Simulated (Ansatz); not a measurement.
System: HfSiO$_{4}$.

Input

```
crystal:
  lattice:
    - [5.0321402187, 0.0, 0.0964760926]
    - [0.0, 4.7723069552, 0.0]
    - [-0.7667580942, 0.0, 4.9340114173]
  atoms:
    - { symbol: Hf, position: [0.288779097, 0.4817724937, 0.4730116782] }
    - { symbol: Hf, position: [0.711220903, 0.9817724937, 0.5269883218] }
    - { symbol: Si, position: [0.8006224161, 0.465866967, 0.0592444393] }
    - { symbol: Si, position: [0.1993775839, -0.034133033, 0.9407555607] }
    - { symbol: O, position: [0.4087608717, 0.8086279514, 0.7313880145] }
    - { symbol: O, position: [0.5912391283, 0.3086279514, 0.2686119855] }
    - { symbol: O, position: [0.6139615765, 0.3250031211, 0.7836831674] }
    - { symbol: O, position: [0.3860384235, 0.8250031211, 0.2163168326] }
    - { symbol: O, position: [0.0710886382, 0.248616775, 0.1220964153] }
    - { symbol: O, position: [0.9289113618, 0.748616775, 0.8779035847] }
    - { symbol: O, position: [0.9123077291, 0.6701126917, 0.3479761089] }
    - { symbol: O, position: [0.0876922709, 0.1701126917, 0.6520238911] }
kpoints:
  mp_grid: { grid: [6, 6, 6] }
  band_path:
    path:
      - [0.0, 0.0, 0.0]
      - [4.277369224699e-19, -0.5, -2.566575488984e-34]
      - [0.5, -0.5, 1.981887198257e-18]
      - [0.5, -4.468131210081e-35, 1.981887198257e-18]
      - [0.0, 0.0, 0.0]
      - [0.5, 1.998798456263e-18, -0.5]
      - [0.5, -0.5, -0.5]
      - [4.277369224699e-19, -0.5, -2.566575488984e-34]
      - [2.374489869484e-17, -0.5, -0.5]
      - [2.374489869484e-17, 1.998798456263e-18, -0.5]
      - [0.0, 0.0, 0.0]
    npoints: 10
hamiltonian:
  xc: pbe
scf:
  occupations: { method: fermi_dirac, width: 0.02 }
  n_extra_bands: 7
output:
  forces: true
  stress: true
  eigenvalues: true
  write_density: true
  write_potential: true
  elf: true
  volumetric_format: npy
```

Below, planes, directions and counts refer to the conventional cell (a = 4.99 Å, b = 4.77 Å, c = 5.03 Å, α = 90.00°, β = 97.73°, γ = 90.00°).

Space group P2₁; a structure from a database of computed crystals, not necessarily the ambient phase; started from the monoclinic host prototype, which need not be the ambient phase; computed pressure about 7 GPa in this cell.

All numbers below come from DFT, PBE, plane waves, PAW in Ansatz.

**What can the converged valence pseudo-density and electron localisation function tell about the bonding?**

Hf–O (2.06 Å): ρ at the midpoint is about 0.82 e/Å³; the ELF peaks at about 0.80 in the valence shell of O, 0.6 Å from its nucleus, and drops to about 0.20 between the two atoms: no shared electron pair shows on this line.
Si–O (1.75 Å): ρ at the midpoint is about 0.96 e/Å³; the ELF peaks at about 0.85 between the atoms.
Hf–O (2.11 Å): the density is about 0.71 e/Å³ at the midpoint; the ELF peaks at about 0.85 in the valence shell of O, 0.6 Å from its nucleus, and drops to about 0.20 between the two atoms: no shared electron pair shows on this line.

**Metal or insulator at this level of theory?**

It is gapped, with a Kohn–Sham gap of 2.8 eV on the k-point mesh (the band edges may lie off the mesh, which would make the gap smaller).

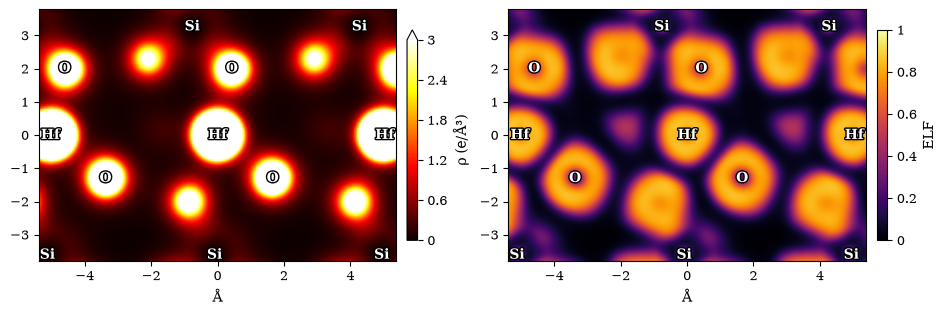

Computed valence pseudo-density and electron localisation function on the (110) plane of the conventional cell, in this order. Atoms just off the plane (O, 0.4 Å away) can leave unmarked features too.

The density is the valence pseudo-density of a PAW calculation; it isn't the true density close to the nuclei.
